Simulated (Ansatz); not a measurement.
## Si: one change and its effect

System: Si (P6₃/mmc, 4 atoms in the cell).
Method of the first run: DFT, PBE, plane waves, PAW, no spin polarisation (Ansatz 0.2.0).

The structure derives from a Materials Project entry. Text and figures count atoms from 1; the logs count them from 0 in places.

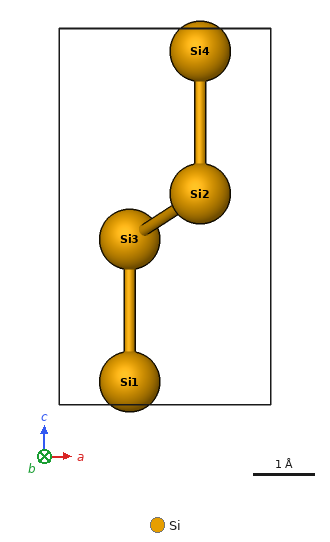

Fig. 1: The input geometry (ball-and-stick view of the cell of the calculation, along the b axis; atoms are numbered from 1 in the order of the input). Near neighbours in the crystal (not all of them lie inside the picture): Si has 4 Si at 2.35 to 2.44 Å.

Input, the first run:
```yaml
crystal:
  lattice:
    - [4.0245882543, 0.0, 0.0]
    - [-2.0122941272, 3.485395668, 0.0]
    - [0.0, 0.0, 6.1931671123]
  atoms:
    - { symbol: Si, position: [0.3333333333, 0.6666666667, 0.0606629648] }
    - { symbol: Si, position: [0.6666666667, 0.3333333333, 0.5606629648] }
    - { symbol: Si, position: [0.3333333333, 0.6666666667, 0.4393370352] }
    - { symbol: Si, position: [0.6666666667, 0.3333333333, 0.9393370352] }
basis:
  ecutwfc: 420
kpoints:
  mp_grid: { grid: [18, 18, 9] }
hamiltonian:
  xc: pbe
scf:
  occupations: { method: gaussian, width: 0.02 }
output:
  forces: true
  eigenvalues: true
  stress: true
relax:
  adjacent_minimum: "off"
  f_tol: 0.008
  max_steps: 40
  cell: { stress_tol: 0.015, fix: [a, b, gamma] }
```

Command:
```bash
ansatz run input.yaml --threads 1 --pin off --max-ram 2560MiB --backend cpu --events-out ev --progress --plain --runs-dir out
```

Hardware: 1 thread of Intel Xeon @ 2.50GHz (Skylake/Cascade Lake), 64 GiB of memory available, shared host.

Output, shortened to warnings, some set-up lines, iterations and results (the first run):
```
Basis set: ecut = 420 eV, 1725 PW (Γ), exchange–correlation on 54×54×90 points (8 copies of the dense FFT grid, shifted against one another)
Symmetry: 24 space group operations
k-points: 185 of 2916
Initial density: superposition of atomic densities (neutral atoms: chi_scale 0, normalization atom), corrected by the library's trained network
[...]
SCF iter   1: F=—  HF=-2542.968963 eV  |F-HF|=—  |Δ(HF+E_count)|=         —  Δρ=1.02e-3  dr2=9.00e-4  ethr=1.77e-3  ⟨swp⟩=6.5  Hψ=16443  notcnv=0
SCF iter   2: F=—  HF=-2542.969507 eV  |F-HF|=—  |Δ(HF+E_count)|=   5.44e-4  Δρ=4.03e-4  dr2=9.08e-5  ethr=5.62e-6  ⟨swp⟩=2.1  Hψ=5553  notcnv=0
SCF iter   3: F=—  HF=-2542.969611 eV  |F-HF|=—  |Δ(HF+E_count)|=   1.03e-4  Δρ=9.82e-5  dr2=3.12e-6  ethr=5.68e-7  ⟨swp⟩=2.8  Hψ=3960  notcnv=0
SCF iter   4: F=-2542.969620 eV  HF=-2542.969620 eV  |F-HF|=2.14e-7  |Δ(HF+E_count)|=   9.09e-6  Δρ=1.33e-5  dr2=5.24e-8  ethr=1.95e-8  ⟨swp⟩=2.0  Hψ=3696  notcnv=0
SCF iter   5: F=-2542.969620 eV  HF=-2542.969620 eV  |F-HF|=3.20e-9  |Δ(HF+E_count)|=   2.31e-7  Δρ=1.27e-6  dr2=5.42e-10  ethr=3.27e-10  ⟨swp⟩=2.0  Hψ=3701  notcnv=0
[... 21 lines ...]
SCF iter   3: F=—  HF=-2542.989549 eV  |F-HF|=—  |Δ(HF+E_count)|=   1.11e-7  Δρ=4.69e-7  dr2=5.74e-11  ethr=2.41e-11  ⟨swp⟩=2.0  Hψ=3700  notcnv=0
SCF iter   4: F=—  HF=-2542.989549 eV  |F-HF|=—  |Δ(HF+E_count)|=  1.89e-10  Δρ=1.72e-7  dr2=6.68e-12  ethr=1.00e-12  ⟨swp⟩=6.1  Hψ=9797  notcnv=0
SCF iter   5: F=-2542.989549 eV  HF=-2542.989549 eV  |F-HF|=4.55e-13  |Δ(HF+E_count)|=  1.05e-11  Δρ=4.28e-8  dr2=3.97e-13  ethr=1.00e-12  ⟨swp⟩=5.0  Hψ=8683  notcnv=0
SCF 5 converged in 5 iterations: F = -2542.989549 eV  dr2 = 3.97e-13
relax step   5: F+E_penalty+E_count = -2542.98954897 eV  Δ(F+E_penalty+E_count) = -2.011e-4 eV  max|allowed force component| = 3.276e-5 eV/Å  Δτ_max = 0.0000 Å  P = -5.537 …
basis re-selected at this cell: Δ(F+E_penalty+E_count) = -2.011e-4 eV, ΔP = +0.004 GPa vs the last step (what re-selecting the basis moved, of the pressure what is left beyond the Pulay correction that the steps carried, after the strain that the cell walked since its last selection, with what the …
SCF converged after 5 iterations
Free energy (F): -2542.989549 eV
Harris-Foulkes:  -2542.989549 eV  (|F-HF|=4.55e-13)
Internal energy: -2542.989549 eV  (E = F + TS)
E sigma→0 (E₀):  -2542.989549 eV
Fermi energy:    5.516211 eV
--- Per-component energies (eV) ---
  E_band       = 7.507305
  E_kinetic    = 155.757615
  E_local      = -123.392675  (includes V_loc(G=0)·N_el)
  E_nonlocal   = 101.797939
  E_hartree    = 33.159513
  E_xc         = -218.183570
  E_vxc        = -183.594834  (∫ρ·V_xc dr)
  E_paw        = -2050.493975  (= ΣΔE_a)
  E_vpaw       = -9.379790  (= ΣTr[D̂ρ^β])
  E_aug_tail   = 0.000026  (compensation charges beyond the density's cutoff)
  E_ewald      = -441.634422
  E_smearing   = -0.000000  (= −TS)
  E_closure    = 0.000000  (closes the sum)
  Σ components = -2542.989549   (vs F -2542.989549, Δ=0.00e0)
--- Forces (eV/Å), atoms counted from 1 ---
  atom   1  Si     0.00000000    -0.00000000    -0.00003276
  atom   2  Si    -0.00000000     0.00000000    -0.00003276
  atom   3  Si     0.00000000    -0.00000000     0.00003276
  atom   4  Si    -0.00000000     0.00000000     0.00003276
  max |Σ_I F_I| component: 6.01e-17 eV/Å
--- Stress (GPa, compression-positive) ---
       -8.311512      -0.000000       0.000000
       -0.000000      -8.311512       0.000000
        0.000000       0.000000       0.011878
  P = ⅓ Tr σ = -5.5370 GPa (-55.370 kbar)
--- Relaxed structure (4 steps of the walk, 4 accepted, 1 SCFs on fresh bases) ---
  F+E_penalty+E_count = -2542.98954897 eV   max|allowed force component| = 3.276e-5 eV/Å   (the final SCF, on the basis selected at the relaxed cell)
  cell:  # Å, volume = 88.2196 Å³
    - [4.024588254302156, 2.8867490903353418e-11, 0.0]
    - [-2.012294127176078, 3.4853956679836995, 0.0]
    - [0.0, 0.0, 6.289141300792839]
  atoms:
    - { symbol: Si, position: [0.33333333333333337, 0.6666666666666666, 0.05974691998367585] }
    - { symbol: Si, position: [0.6666666666666665, 0.33333333333333337, 0.5597469199836759] }
[...]
```

For the second run the input was changed thus:
```diff
-  mp_grid: { grid: [18, 18, 9] }
+  mp_grid: { grid: [12, 12, 6] }
```

What does this change do to the results?

The free energy of the second run is 0.03 meV per atom higher, which measures how much it depends on this numerical setting. The number of SCF iterations is the same. The irreducible k-points go from 185 to 76. On the same kind of shared host the second run took about 0.42 times as long.

Output, shortened to warnings, some set-up lines, iterations and results (the second run):
```
Basis set: ecut = 420 eV, 1725 PW (Γ), exchange–correlation on 54×54×90 points (8 copies of the dense FFT grid, shifted against one another)
Symmetry: 24 space group operations
k-points: 76 of 864
Initial density: superposition of atomic densities (neutral atoms: chi_scale 0, normalization atom), corrected by the library's trained network
[...]
SCF iter   1: F=—  HF=-2542.968850 eV  |F-HF|=—  |Δ(HF+E_count)|=         —  Δρ=1.02e-3  dr2=8.98e-4  ethr=1.77e-3  ⟨swp⟩=6.5  Hψ=6742  notcnv=0
SCF iter   2: F=—  HF=-2542.969400 eV  |F-HF|=—  |Δ(HF+E_count)|=   5.50e-4  Δρ=4.03e-4  dr2=9.11e-5  ethr=5.62e-6  ⟨swp⟩=2.1  Hψ=2300  notcnv=0
SCF iter   3: F=—  HF=-2542.969503 eV  |F-HF|=—  |Δ(HF+E_count)|=   1.03e-4  Δρ=9.77e-5  dr2=3.08e-6  ethr=5.69e-7  ⟨swp⟩=2.8  Hψ=1611  notcnv=0
SCF iter   4: F=-2542.969512 eV  HF=-2542.969512 eV  |F-HF|=2.12e-7  |Δ(HF+E_count)|=   9.02e-6  Δρ=1.32e-5  dr2=5.14e-8  ethr=1.93e-8  ⟨swp⟩=2.0  Hψ=1518  notcnv=0
SCF iter   5: F=-2542.969512 eV  HF=-2542.969512 eV  |F-HF|=3.31e-9  |Δ(HF+E_count)|=   2.29e-7  Δρ=1.30e-6  dr2=5.63e-10  ethr=3.21e-10  ⟨swp⟩=2.0  Hψ=1521  notcnv=0
[... 21 lines ...]
SCF iter   3: F=—  HF=-2542.989431 eV  |F-HF|=—  |Δ(HF+E_count)|=   1.14e-7  Δρ=4.72e-7  dr2=5.81e-11  ethr=2.48e-11  ⟨swp⟩=2.0  Hψ=1520  notcnv=0
SCF iter   4: F=—  HF=-2542.989431 eV  |F-HF|=—  |Δ(HF+E_count)|=  1.89e-10  Δρ=1.72e-7  dr2=6.76e-12  ethr=1.00e-12  ⟨swp⟩=6.1  Hψ=4004  notcnv=0
SCF iter   5: F=-2542.989431 eV  HF=-2542.989431 eV  |F-HF|=0.00e0  |Δ(HF+E_count)|=  1.18e-11  Δρ=4.26e-8  dr2=3.96e-13  ethr=1.00e-12  ⟨swp⟩=5.0  Hψ=3562  notcnv=0
SCF 5 converged in 5 iterations: F = -2542.989431 eV  dr2 = 3.96e-13
relax step   5: F+E_penalty+E_count = -2542.98943053 eV  Δ(F+E_penalty+E_count) = -2.071e-4 eV  max|allowed force component| = 2.310e-5 eV/Å  Δτ_max = 0.0000 Å  P = -5.537 …
basis re-selected at this cell: Δ(F+E_penalty+E_count) = -2.071e-4 eV, ΔP = +0.004 GPa vs the last step (what re-selecting the basis moved, of the pressure what is left beyond the Pulay correction that the steps carried, after the strain that the cell walked since its last selection, with what the …
SCF converged after 5 iterations
Free energy (F): -2542.989431 eV
Harris-Foulkes:  -2542.989431 eV  (|F-HF|=0.00e0)
Internal energy: -2542.989431 eV  (E = F + TS)
E sigma→0 (E₀):  -2542.989431 eV
Fermi energy:    5.516288 eV
--- Per-component energies (eV) ---
  E_band       = 7.509648
  E_kinetic    = 155.759344
  E_local      = -123.391282  (includes V_loc(G=0)·N_el)
  E_nonlocal   = 101.797370
  E_hartree    = 33.159824
  E_xc         = -218.183825
  E_vxc        = -183.595268  (∫ρ·V_xc dr)
  E_paw        = -2050.494375  (= ΣΔE_a)
  E_vpaw       = -9.380189  (= ΣTr[D̂ρ^β])
  E_aug_tail   = 0.000026  (compensation charges beyond the density's cutoff)
  E_ewald      = -441.636513
  E_smearing   = -0.000000  (= −TS)
  E_closure    = 0.000000  (closes the sum)
  Σ components = -2542.989431   (vs F -2542.989431, Δ=0.00e0)
--- Forces (eV/Å), atoms counted from 1 ---
  atom   1  Si     0.00000000    -0.00000000    -0.00002310
  atom   2  Si    -0.00000000     0.00000000    -0.00002310
  atom   3  Si     0.00000000    -0.00000000     0.00002310
  atom   4  Si    -0.00000000     0.00000000     0.00002310
  max |Σ_I F_I| component: 9.71e-17 eV/Å
--- Stress (GPa, compression-positive) ---
       -8.311400      -0.000000       0.000000
       -0.000000      -8.311400       0.000000
        0.000000       0.000000       0.012006
  P = ⅓ Tr σ = -5.5369 GPa (-55.369 kbar)
--- Relaxed structure (4 steps of the walk, 4 accepted, 1 SCFs on fresh bases) ---
  F+E_penalty+E_count = -2542.98943053 eV   max|allowed force component| = 2.310e-5 eV/Å   (the final SCF, on the basis selected at the relaxed cell)
  cell:  # Å, volume = 88.2183 Å³
    - [4.024588254302156, 2.8867490903353418e-11, 0.0]
    - [-2.012294127176078, 3.4853956679836995, 0.0]
    - [0.0, 0.0, 6.2890490798178025]
  atoms:
    - { symbol: Si, position: [0.33333333333333337, 0.6666666666666666, 0.05974535826719378] }
    - { symbol: Si, position: [0.6666666666666665, 0.33333333333333337, 0.5597453582671938] }
[...]
```

The two runs side by side:

| quantity | the first run | the second run |
| --- | --- | --- |
| outcome | converged | converged |
| free energy per atom (eV) | −635.7474 | −635.7474 |
| gap on the mesh (eV) | 0.22 | 0.22 |
| pressure (GPa) | −5.54 | −5.54 |
| largest force (eV/Å) | 0.000 | 0.000 |
| SCF iterations | 21 | 21 |
| irreducible k-points | 185 | 76 |
| wall time (shared host) | 52 s | 22 s |
